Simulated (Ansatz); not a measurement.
The coordinates of a crystal:

```
CELL_PARAMETERS angstrom
4.14543 0.00000 0.00000
0.00000 4.14543 0.00000
0.00000 0.00000 2.88909
ATOMIC_POSITIONS crystal
Al 0.50000 0.00000 0.50000
Al 0.00000 0.50000 0.50000
Cu 0.00000 0.00000 0.00000
```

Characterise the structure given above.

Its composition is Al$_{2}$Cu. It is primitive tetragonal, space group P4/mmm (No. 123). It has 3 atoms to the cell (2 Al, 1 Cu). Counting atoms within bonding range gives coordination numbers of Al 10 and Cu 10.

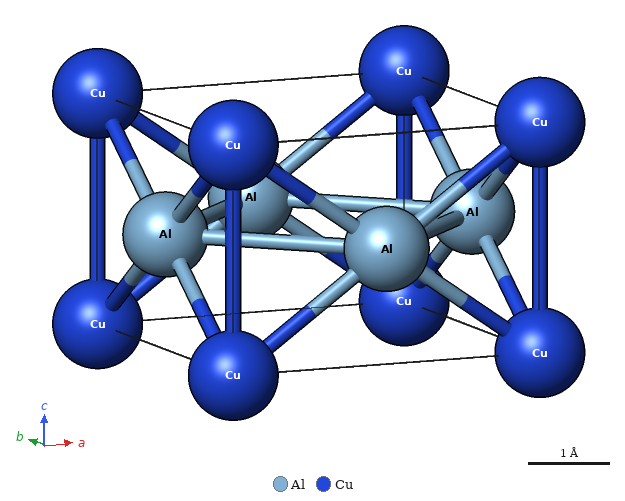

The figure gives a ball-and-stick picture of the atoms, viewed slightly off an axis. The conventional unit cell is drawn as a box.

Its origin is a structure listed in the Materials Project. The cell was then strained or its atoms displaced on purpose. It went into a calculation with Ansatz.
